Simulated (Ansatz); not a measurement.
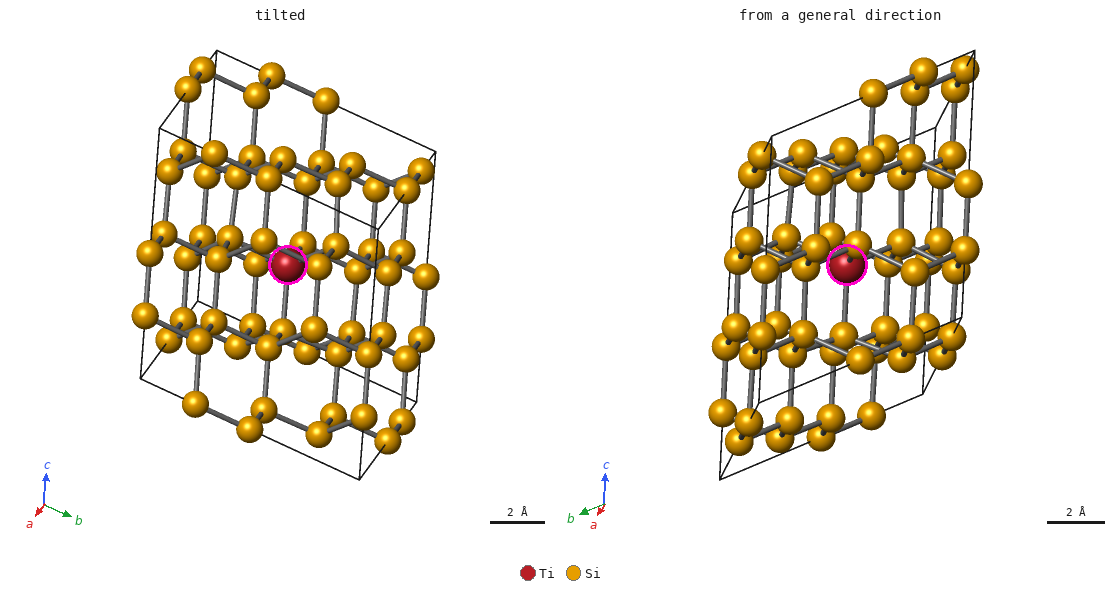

The crystal in a ball-and-stick representation, seen slightly off an axis and from a general direction. The frame is the supercell; atoms at its boundary are shown with their periodic copies. The host is Si, in a cell of 32 sites, and the cell carries a charge of +1. A ring marks the defect's site.

> How does this supercell depart from the perfect host?

Titanium on a silicon site (a substitutional impurity). It is bonded to four Si in a tetrahedral arrangement at about 2.5 Å.

The numbers come from DFT PBEsol, scalar-relativistic, plane waves, PAW (Ansatz 0.2.0), using wavefunction cutoff 420 eV, the zone sampled with 3×3×3 points, Gaussian smearing of 0.02 eV, collinear spins.

> Does the defect leave unpaired spin?

No net moment.

The atoms were relaxed in the host's cell with DFT PBEsol, scalar-relativistic, plane waves, PAW (Ansatz).
